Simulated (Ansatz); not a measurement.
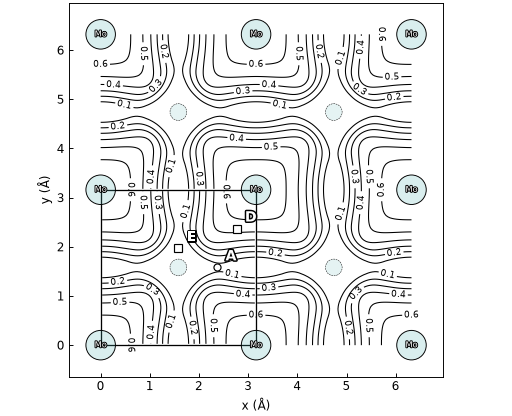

H on a Mo(100) slab cut from the Im-3m phase, its upper half relaxed before the scan (16 atoms of substrate and one adsorbate in a 2 × 2 cell). H is moved over the surface cell; relaxed at each place: the height of the adsorbate's atoms; substrate rigid; the origin of the map has the adsorbate above Mo13. Places are given modulo a cell vector. The map is drawn in real space over the plane of the surface. The scan uses an 8 × 8 grid; 15 points were computed and 49 follow by symmetry. Places are given in fractions of the 1 × 1 surface cell. Energies are in eV, from the lowest grid point. Computed with Ansatz 0.2.0, DFT PBE, scalar-relativistic, plane waves, PAW. Settings: cutoff 420 eV, k-mesh 4×4×1, gaussian smearing 0.1 eV, no spin polarisation.

In the figure: contour lines labelled in eV, labelled circles for the atoms of the top layer and small ones for the second layer, the outline of one cell of the 2 × 2 shown, lettered points. Between grid points the surface is interpolated.

Is D the lowest point of the computed grid?

No. D lies 0.54 eV above the lowest grid point, which is at a bridge site between two Mo atoms, (0/8, 4/8) of the cell vectors.

What kind of point is each of A, E: minimum, saddle, maximum or slope?

A: saddle point; E: minimum. (In these two coordinates alone; a stationary point may lie a little off the grid point.)

Rank the lettered points by energy, lowest first.

E (0.030 eV), A (0.08 eV), D (0.54 eV).

PAW datasets: the set soft_1.
